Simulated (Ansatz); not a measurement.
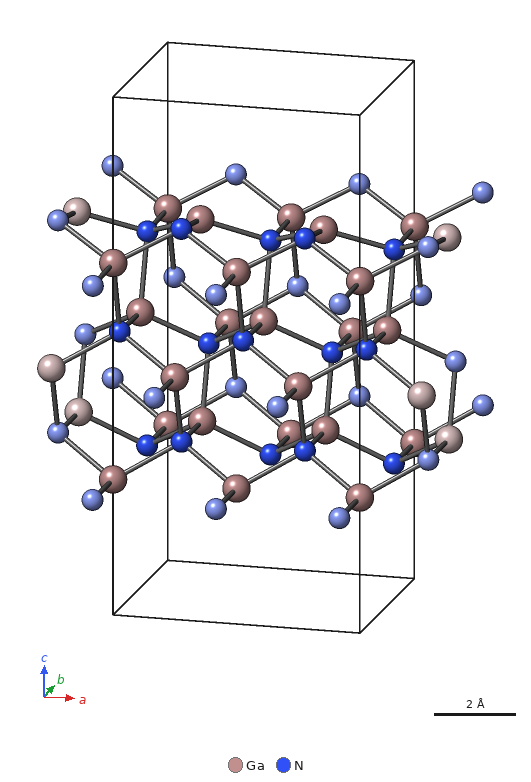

Fig. 1: The structure (ball-and-stick view of the cell of the calculation, with the vacuum cut short, seen slightly off an axis; neighbours outside the cell are drawn fainter).

## Single-point calculation of GaN (part 1 of 2)

GaN (slab, 24 atoms in the cell), computed with DFT PBE+D3(BJ), scalar-relativistic, plane waves, PAW, no spin polarisation (Ansatz 0.2.0).

The structure derives from an entry of the Crystallography Open Database. It belongs to a series of runs on one base structure; here: the slab at its places in the relaxed adsorbed structure. Figures and captions count atoms from 1; the log counts them from 0 in places.

Log
```
Engine: ansatz 0.2.0, x86_64-unknown-linux-gnu
Pseudopotentials: kind: paw
Pseudopotential: Ga, paw, valence charge 13, recommended cutoff 420 eV (normal), Ga.paw.azcp
Pseudopotential: N, paw, valence charge 5, recommended cutoff 420 eV (normal), N.paw.azcp
Functional definition: PBE
  parameter kappa = 0.804
  parameter beta = 0.06672455060314922
  exchange = pbe_x(kappa = kappa, mu = beta*pi^2/3)
  correlation = pbe_c(beta = beta)
Crystal: 24 atoms, lattice volume = 814.474 Å³
Basis set: ecut = 420 eV, 15937 PW (Γ), exchange–correlation on 90×72×360 points (8 copies of the dense FFT grid, shifted against one another)
Bands: 132, of which v1, the nominal top of the filled ones, is band 108 counted from 1 (107 counted from 0)
Symmetry: 1 space group operations
Space group: P1 (ITA 1), of the structure as read, at distance tolerance 9.3e-5 Å
k-points: 5 of 9 (time reversal used)
Non-local potential: Ga, projectors of the file, l = 0: 2, l = 1: 2, l = 2: 3, l = 3: 1
Non-local potential: N, projectors of the file, l = 0: 2, l = 1: 2, l = 2: 1
PAW form: soft (Blöchl's): semilocal exchange-correlation on the pseudo side does not see the compensation charge
PAW one-centre angular grid: Ga, 590 points (default); XC on 64 Gauss nodes
PAW one-centre angular grid: N, 110 points (default); XC on 64 Gauss nodes
Initial density: superposition of atomic densities (neutral atoms: chi_scale 0, normalization atom), corrected by the library's trained network
Initial wavefunctions: pseudopotential atomic-orbital guess
Functional: x = pbe(κ = 0.804, μ = 0.2195149727645171), c = pbe(β = 0.06672455060314922)
SCF iter   1: F=—  HF=-50011.934893 eV  |F-HF|=—  |Δ(HF+E_count)|=         —  Δρ=1.93e-3  dr2=1.13e-1  ethr=1.77e-3  p=-0.008 e·Å  D=-1.81e-3 V/Å  ΔV_dip=0.04 eV  dr2_dipole=3.30e-4  V_vac-E_F(+/−)=4.58/4.54 eV  ⟨swp⟩=6.8  Hψ=2644  notcnv=0  defer=59
efield: sawtooth ramp at fractional position 0.9390 (placed from the atoms, in the widest stretch of the axis that holds none; the zero of the levels goes with the place), width 0.0400; the density the first Hamiltonian is built on has a dipole p = -0.008 e·Å; the dipole correction subtracts the counter field D = -1.81e-3 V/Å, which shifts the + side's vacuum level by +0.04 eV against the − side's; the planar-averaged density in the ramp window peaks in size at 1.1e-5 e/Å³
preconditioner: auto → Resta (q_TF=auto, 2.187 Å⁻¹)  ε∞=2.5  [insulator: Δε(μ)=0.654 eV  Ē_g=15.438 eV  σ=0.050 eV  W_gap=1.00  n_scr=134 (ndim 8)  ℏωp=19.1 eV  f_vac=0.619  D(μ)=0.00/eV (n_scr^D=0)  ε∞_Penn≈2.5  vacuum switching on, ρ_ref=1.7e-2 e/Å³]
SCF iter   2: F=—  HF=-50011.927103 eV  |F-HF|=—  |Δ(HF+E_count)|=   7.79e-3  Δρ=1.06e-3  dr2=9.61e-3  ethr=5.24e-5  p=-0.025 e·Å  D=-5.50e-3 V/Å  ΔV_dip=0.13 eV  dr2_dipole=1.64e-6  V_vac-E_F(+/−)=4.83/4.70 eV  ⟨swp⟩=2.0  Hψ=957  notcnv=0  defer=99
SCF iter   3: F=—  HF=-50011.927579 eV  |F-HF|=—  |Δ(HF+E_count)|=   4.75e-4  Δρ=4.79e-4  dr2=1.70e-3  ethr=4.45e-6  p=-0.028 e·Å  D=-6.27e-3 V/Å  ΔV_dip=0.15 eV  dr2_dipole=6.28e-6  V_vac-E_F(+/−)=4.84/4.69 eV  ⟨swp⟩=2.0  Hψ=1098  notcnv=0  defer=99
SCF iter   4: F=—  HF=-50011.928148 eV  |F-HF|=—  |Δ(HF+E_count)|=   5.69e-4  Δρ=2.51e-4  dr2=4.70e-4  ethr=7.89e-7  p=-0.031 e·Å  D=-6.98e-3 V/Å  ΔV_dip=0.17 eV  dr2_dipole=7.77e-6  V_vac-E_F(+/−)=4.87/4.70 eV  ⟨swp⟩=3.0  Hψ=1070  notcnv=0  defer=99
SCF iter   5: F=—  HF=-50011.928405 eV  |F-HF|=—  |Δ(HF+E_count)|=   2.57e-4  Δρ=9.50e-5  dr2=9.61e-5  ethr=2.18e-7  p=-0.030 e·Å  D=-6.72e-3 V/Å  ΔV_dip=0.16 eV  dr2_dipole=5.18e-6  V_vac-E_F(+/−)=4.88/4.72 eV  ⟨swp⟩=3.0  Hψ=955  notcnv=0  defer=99
SCF iter   6: F=—  HF=-50011.928666 eV  |F-HF|=—  |Δ(HF+E_count)|=   2.61e-4  Δρ=2.63e-5  dr2=5.79e-6  ethr=4.45e-8  p=-0.032 e·Å  D=-7.01e-3 V/Å  ΔV_dip=0.17 eV  dr2_dipole=8.10e-9  V_vac-E_F(+/−)=4.89/4.72 eV  ⟨swp⟩=2.0  Hψ=871  notcnv=0  defer=99
SCF iter   7: F=—  HF=-50011.928670 eV  |F-HF|=—  |Δ(HF+E_count)|=   3.92e-6  Δρ=1.84e-5  dr2=2.99e-6  ethr=2.68e-9  p=-0.032 e·Å  D=-7.02e-3 V/Å  ΔV_dip=0.17 eV  dr2_dipole=7.53e-8  V_vac-E_F(+/−)=4.89/4.72 eV  ⟨swp⟩=2.8  Hψ=1150  notcnv=0  defer=99
SCF iter   8: F=—  HF=-50011.928670 eV  |F-HF|=—  |Δ(HF+E_count)|=   6.51e-7  Δρ=6.08e-6  dr2=3.99e-7  ethr=1.39e-9  p=-0.031 e·Å  D=-6.98e-3 V/Å  ΔV_dip=0.17 eV  dr2_dipole=3.40e-8  V_vac-E_F(+/−)=4.89/4.72 eV  ⟨swp⟩=2.0  Hψ=991  notcnv=0  defer=99
SCF iter   9: F=-50011.928670 eV  HF=-50011.928670 eV  |F-HF|=1.35e-8  |Δ(HF+E_count)|=   2.62e-7  Δρ=1.91e-6  dr2=3.00e-8  ethr=4.63e-11  p=-0.031 e·Å  D=-7.00e-3 V/Å  ΔV_dip=0.17 eV  dr2_dipole=2.65e-9  V_vac-E_F(+/−)=4.89/4.72 eV  ⟨swp⟩=19.8  Hψ=3731  notcnv=0
SCF 1 converged in 9 iterations: F = -50011.928670 eV  dr2 = 3.00e-8
  greatest PAW one-centre occupation: 0.996 electrons in one spin orbital (limit 2), on the Ga atom at site 16 (counted from 0), in its partial waves of l = 2
SCF converged after 9 iterations
Free energy (F): -50011.928670 eV
Harris-Foulkes:  -50011.928670 eV  (|F-HF|=1.35e-8)
Internal energy: -50011.928670 eV  (E = F + TS)
E sigma→0 (E₀):  -50011.928670 eV
Fermi energy:    0.312214 eV
Dipole field:    D = -0.006961 V/Å  (p = -0.031333 e·Å, saw-weighted, corrected)
Work function:   Φ+ = 4.8926 eV   Φ− = 4.7223 eV
Levels:          The Fermi level and band energies are counted from a zero that moves with the ramp; work functions are not
--- Per-component energies (eV) ---
  E_band       = -2235.829020
  E_kinetic    = 2946.025275
  E_local      = -258769.891583  (includes V_loc(G=0)·N_el)
  E_nonlocal   = 5686.670397
  E_hartree    = 127367.109319
  E_xc         = -1538.851762
  E_vxc        = -1599.579910  (∫ρ·V_xc dr)
  E_paw        = -25434.442307  (= ΣΔE_a)
  E_vpaw       = -5233.236887  (= ΣTr[D̂ρ^β])
  E_aug_tail   = 0.000406  (compensation charges beyond the density's cutoff)
  E_efield     = 0.000109  (sawtooth field / dipole correction)
  E_vefield    = -0.039678  (∫n·V_field dr)
  E_ewald      = 99735.967600
  E_disp       = -4.516123  (pairwise vdW)
  E_smearing   = -0.000000  (= −TS)
  E_closure    = 0.000000  (closes the sum)
  Σ components = -50011.928670   (vs F -50011.928670, Δ=0.00e0)
--- Forces (eV/Å), atoms counted from 1 ---
  atom   1  Ga    -0.00165386    -2.00545479     1.48239464
  atom   2  Ga     0.00168933    -2.00545855     1.48240672
  atom   3  N      0.00140531     0.67969403     0.36647558
  atom   4  N     -0.00144839     0.67968951     0.36647467
  atom   5  Ga    -0.00011214     1.08905323    -1.62353082
  atom   6  Ga     0.00003427     1.09135859    -1.61856361
  atom   7  N     -0.00021260     0.51020099    -1.18864434
  atom   8  N     -0.00001415     0.50994991    -1.19564559
  atom   9  Ga    -0.00157203    -0.33516262     0.41509098
  atom  10  Ga    -0.00038433    -0.34442100     0.39914568
  atom  11  N     -0.00104274     0.07338485     0.58367093
  atom  12  N     -0.00064047     0.08121381     0.54813966
  atom  13  Ga     0.01954475    -0.02686873    -0.00218911
  atom  14  Ga    -0.01891606    -0.02794478    -0.00363237
  atom  15  N     -0.00467043    -0.00271818    -0.03351257
  atom  16  N      0.00550706    -0.00214085    -0.03538571
  atom  17  Ga     0.01476230     0.03976004     0.09002319
  atom  18  Ga    -0.01491043     0.04130035     0.09050969
  atom  19  N      0.01329016     0.03310327     0.03629368
  atom  20  N     -0.01348595     0.03341194     0.03879177
  atom  21  Ga     0.00069404    -0.14497266    -0.11169793
  atom  22  Ga    -0.00120443    -0.04907874     0.05195833
  atom  23  N      0.00283555     0.06963680    -0.08911282
  atom  24  N      0.00050448     0.01246584    -0.04951306
  max |Σ_I F_I| component: 5.24e-5 eV/Å
--- Band table (eV; the first three rows and the last of 5) ---
  k-point 0: bands = ["-16.3626", "-16.0488", "-15.8405", "-15.7758", "-15.7182", "-15.5095", "-15.4552", "-15.3450", "-15.2939", "-15.1950", "-14.7695", "-14.6919", "-14.3918", "-14.3662", "-14.3591", "-14.3480", "-14.3384", "-14.3340", "-14.3105", "-14.2790", "-14.2437", "-14.2107", "-14.2078", "-14.2021", "-14.2003", "-14.1829", "-14.0382", "-14.0277", "-14.0271", "-14.0263", "-13.9515", "-13.9510", "-13.9218", "-13.9115", "-13.9103", "-13.8536", "-13.8475", "-13.8213", "-13.8206", "-13.8107", "-13.8045", "-13.7989", "-13.7615", "-13.7509", "-13.7482", "-13.6989", "-13.6330", "-13.6113", "-13.4910", "-13.4338", "-13.4305", "-13.3932", "-13.3880", "-13.3603", "-13.3219", "-13.2851", "-13.2658", "-13.2641", "-13.2283", "-13.1910", "-13.1443", "-13.1383", "-12.6586", "-12.6242", "-12.5985", "-12.2181", "-11.9117", "-11.9051", "-11.8042", "-11.6135", "-11.4771", "-11.3916", "-7.2742", "-6.5644", "-6.4940", "-6.4910", "-6.4375", "-6.1912", "-6.0378", "-5.3104", "-4.9994", "-4.8676", "-4.8174", "-4.7727", "-4.5704", "-4.0372", "-3.8941", "-3.8829", "-3.2404", "-3.0931", "-2.9460", "-2.7375", "-2.7012", "-2.5831", "-2.5198", "-1.8770", "-1.8587", "-1.8304", "-1.8138", "-1.4404", "-1.1966", "-0.9056", "-0.8310", "-0.7295", "-0.5389", "-0.4842", "-0.2987", "-0.0345", "0.6590", "1.8452", "1.9160", "2.9729", "3.6199", "4.3670", "4.4084", "4.7510", "5.0091", "5.1600", "5.2166", "5.2480", "5.3351", "5.3566", "5.5603", "5.6388", "5.7517", "5.7789", "6.0032", "6.3088", "6.4947", "6.6125", "6.8435", "7.4483"]
```
